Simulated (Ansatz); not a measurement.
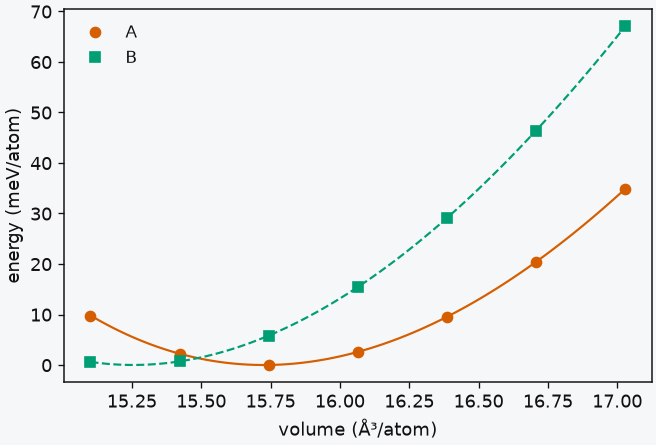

The figure compares two calculations of the energy against volume, each curve from its own zero. The first is for TiAl, space group Pm-3m (No. 221).

The cell holds 2 atoms.

Computed with Ansatz 0.2.0: all-electron LAPW DFT, no spin polarisation; energies at scaled volumes of the given cell, shape and fractions fixed, counted from the fit's minimum, third-order Birch-Murnaghan fit. Level: PBEsol.

k mesh 8×8×8; occupations Fermi–Dirac; smearing width 0.05 eV; potentials all electron LAPW, scalar relativistic; program settings basis error eV/atom 0.001.

In the second, the level changes from PBEsol to LDA.

> Which of A and B is the second calculation, and what did the change do?

B. The equilibrium volume falls from 15.73 to 15.25 Å³/atom (−3.1 %) and the bulk modulus rises from 118 to 125 GPa (+5.9 %).

V0 and the bulk modulus come from third-order Birch–Murnaghan fits.
